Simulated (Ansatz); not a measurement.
# Calculations on Bi₂Te₃

## 1. Relaxation

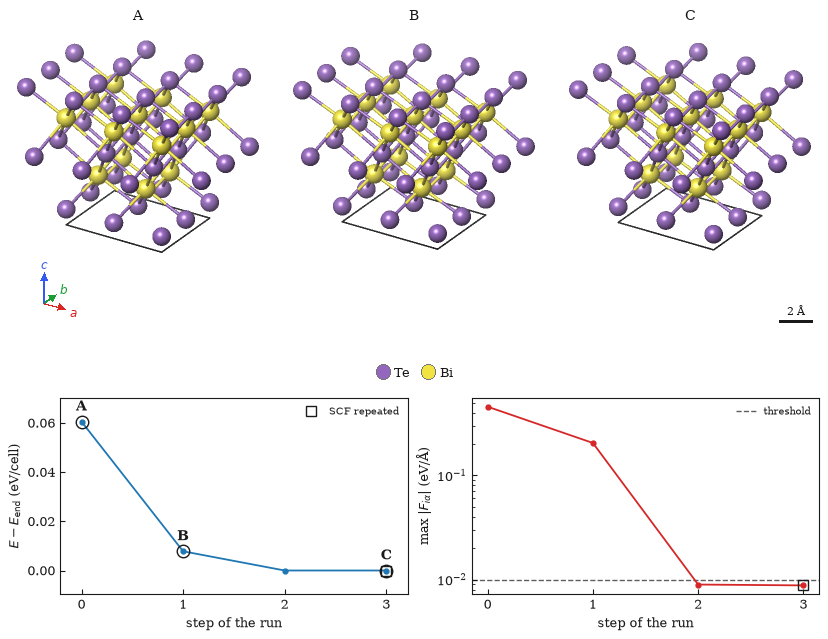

Frames of a relaxation of a slab of composition Bi2Te3, marked on the history of the run. A ball-and-stick model of the 2 × 2 repeat of the cell, outlined in the plane, without the vacuum, seen slightly off an axis.

Case: biaxial strain +0.040, atoms relaxed.

All numbers below come from DFT PBE+D3(BJ), scalar-relativistic, plane waves, PAW (Ansatz 0.2.0).

Input
```yaml
crystal:
  lattice:
    - [4.5237281585, 0.0, 0.0]
    - [-2.2618640793, 3.917663505, 0.0]
    - [0.0, 0.0, 41.0301608556]
  atoms:
    - { symbol: Te, position: [0.0, 0.0, 0.4076965287] }
    - { symbol: Bi, position: [0.3333333333, 0.6666666667, 0.4501853782] }
    - { symbol: Te, position: [0.6666666667, 0.3333333333, 0.5] }
    - { symbol: Bi, position: [0.0, 0.0, 0.5498146218] }
    - { symbol: Te, position: [0.3333333333, 0.6666666667, 0.5923034713] }
  periodic: [true, true, false]
basis:
  ecutwfc: 420
kpoints:
  mp_grid: { grid: [6, 6, 1] }
  band_path:
    path:
      - [0, 0, 0]
      - [0.5, 0, 0]
      - [0.3333333333333, 0.3333333333333, 0]
      - [0, 0, 0]
    npoints: 8
hamiltonian:
  xc: pbe
  dispersion: d3bj
scf:
  occupations: { method: gaussian, width: 0.02 }
output:
  forces: true
  stress: true
  eigenvalues: true
  write_density: true
  write_potential: true
  elf: true
  volumetric_format: npy
relax:
  adjacent_minimum: "off"
  f_tol: 0.01
  max_steps: 40
```

Launched with:
```bash
ansatz run input.yaml --threads 4 --pin off --max-ram 10240MiB --backend cpu --events-out ev --progress --plain --runs-dir out
```

> Describe the path.

The largest moves, 0.15 Å, are those of Te1 and Te5. Te1 goes along the normal (+c). By element the largest moves are Te 0.15 Å, Bi 0.07 Å. The cell stays as it was. Near-neighbour distances that change, for instance: Bi4–Te5 3.140 → 3.096 Å, Bi2–Te3 3.316 → 3.272 Å. After 2 accepted moves (3 points after the start) the energy has fallen by 60.5 meV per cell of the calculation. The largest force component goes from 0.46 to 0.0088 eV/Å. 1 step only repeated the SCF at the same geometry. From step 0 to 1: Te atoms move most (0.19 Å), energy −52.7 meV per cell of the calculation. From step 1 to 3: Te atoms move most (0.04 Å), energy −7.8 meV per cell of the calculation.

```
step  E − E(0), meV/atom  largest force component, eV/Å                         note
   0                0.00                         0.4559                             
   1              -10.55                         0.2045                             
   2              -12.11                         0.0090                             
   3              -12.11                         0.0088  same geometry, SCF repeated
```

## 2. Relaxation

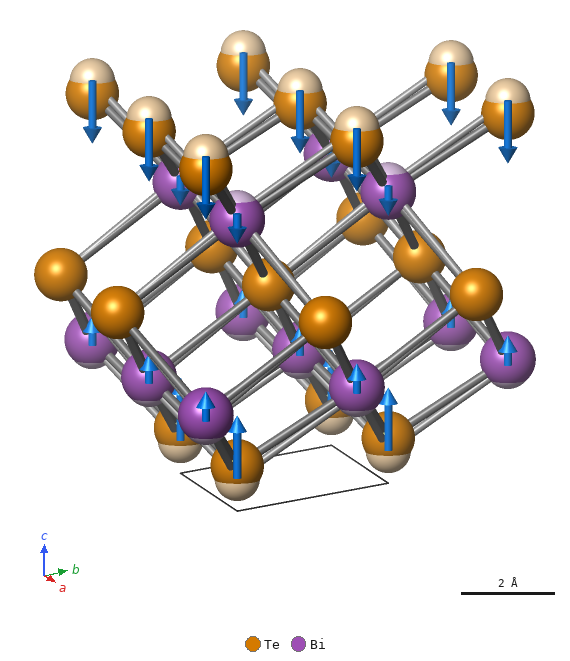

A relaxation of a slab of composition Bi2Te3. The starting structure is drawn faded, the final one solid; blue arrows show the displacements, magnified 5 times.

A ball-and-stick model of the cell of the calculation, outlined in the plane, without the vacuum, seen slightly off an axis.

Case: biaxial strain +0.070, atoms relaxed.

All numbers below come from DFT PBE+D3(BJ), scalar-relativistic, plane waves, PAW in Ansatz 0.2.0. (plane-wave cutoff 420 eV; k-point mesh 6 × 6 × 1; occupations gaussian; smearing width 0.02 eV; no spin polarisation; atoms relaxed in a fixed cell; force threshold 0.01 eV/Å; at most 40 steps)

### Atoms of which element are displaced furthest, and by how much?

Tellurium: up to 0.28 Å, against 0.13 Å for bismuth.

### What did the optimiser do to the structure, and how much energy did it gain?

The largest moves, 0.28 Å, are those of Te atoms. By element the largest moves are Te 0.28 Å, Bi 0.13 Å. The lattice vectors keep their values. Some distances before and after: Bi–Te 3.376 → 3.298 Å, Bi–Te 3.203 → 3.126 Å. Bond angles that change, for instance: Bi–Te–Bi 93.2° → 96.2°, Te–Bi–Te 93.2° → 96.2°, Te–Bi–Te 89.8° → 86.9°. Over 3 geometry steps the energy falls by 0.169 eV per cell of the calculation. The largest force component goes from 0.71 to 0.0017 eV/Å.

## 3. A change

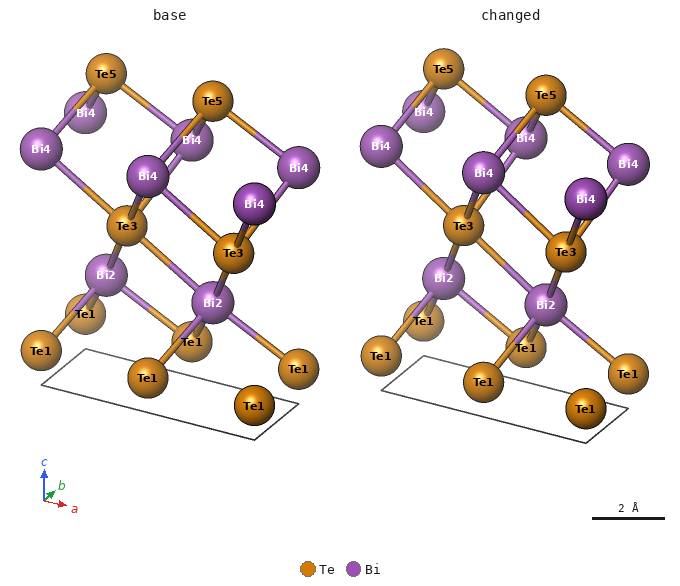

Left: a slab of composition Bi2Te3 (cut from the R-3m phase). Right: the same structure after one change, at the same scale. A ball-and-stick model of the 2 × 1 repeat of the cell, outlined in the plane, without the vacuum, seen slightly off an axis.

Method: Ansatz 0.2.0, DFT PBE+D3(BJ), scalar-relativistic, plane waves, PAW. Settings: plane-wave cutoff 420 eV; k-point mesh 6 × 6 × 1; occupations gaussian; smearing width 0.02 eV; no spin polarisation.

Which change leads from the left to the right?

Answer. The sheet is strained in its plane (biaxially) by −4.0 %. The atoms are relaxed.

What does the change do?

Answer. The energy rises by 25.3 meV per atom. In the plane the drawn cell goes a 8.699 → 8.351 Å (−4.0 %), b 4.350 → 4.176 Å (−4.0 %). The largest moves relative to the cell and the layer's centre, 0.16 Å, are those of Te1 and Te5. Te1 goes along the normal (−c). By element the largest moves are Te 0.16 Å, Bi 0.08 Å. Some distances before and after: Bi–Te 3.057 → 3.023 Å, Bi–Te 3.238 → 3.210 Å. The space group stays P-3m1 (No. 164).

## 4. Series

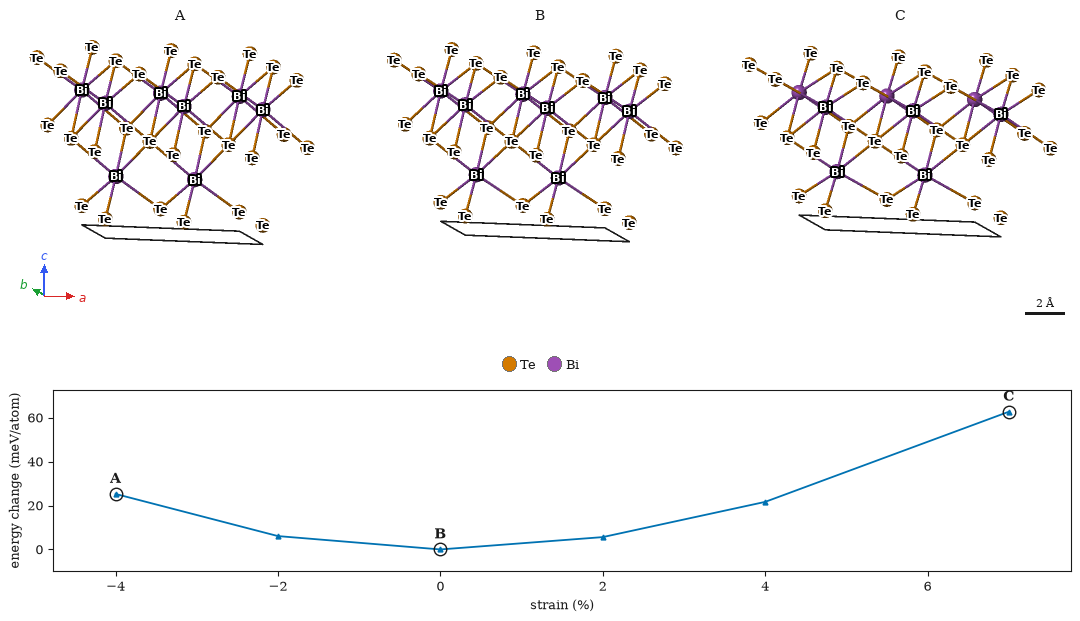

Members of a series of calculations on a slab of composition Bi2Te3 (cut from the R-3m phase), marked on the first curve. A ball-and-stick model of the 2 × 1 repeat of the cell, outlined in the plane, without the vacuum, seen slightly off an axis.

Theory: Ansatz 0.2.0, DFT PBE+D3(BJ), scalar-relativistic, plane waves, PAW. Settings: plane-wave cutoff 420 eV; k-point mesh 6 × 6 × 1; occupations gaussian; smearing width 0.02 eV; no spin polarisation.

> Describe the series.

A sheet under strain in its plane, biaxially. A (strain −4.0 %): energy change 25.3 meV/atom. B (strain 0.0 %): energy change 0.0 meV/atom. C (strain 7.0 %): energy change 62.7 meV/atom. The rest compares A with C. In the plane the drawn cell goes a 8.351 → 9.308 Å (+11.5 %), b 4.176 → 4.654 Å (+11.5 %). Near-neighbour distances before and after: Bi–Te 3.023 → 3.126 Å, Bi–Te 3.210 → 3.298 Å.
